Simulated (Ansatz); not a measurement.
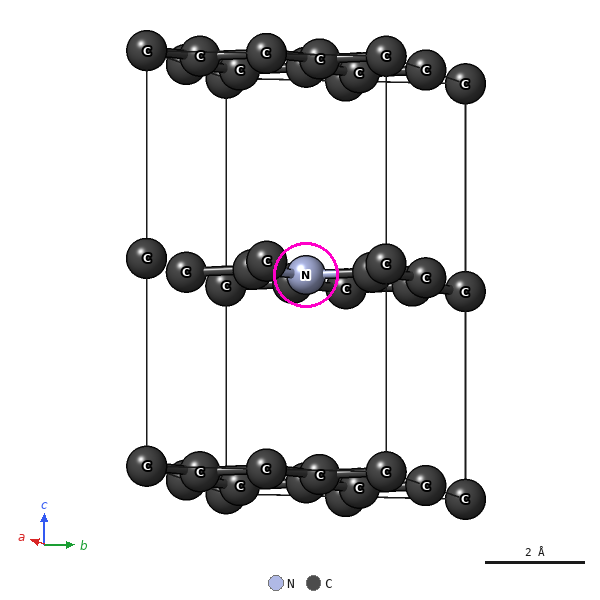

Drawn in the ball-and-stick manner and seen from a general direction. One supercell is framed, with atoms on its boundary repeated. The host is C, in a cell of 16 sites, and the cell is neutral. A ring marks the defect's site.

### What imperfection does the supercell contain?

Nitrogen on a carbon site (a substitutional impurity). It is bonded to three C in a trigonal planar arrangement at about 1.4 Å.

The atoms were relaxed in the host's cell with DFT PBE, scalar-relativistic, plane waves, PAW (Ansatz 0.2.0).
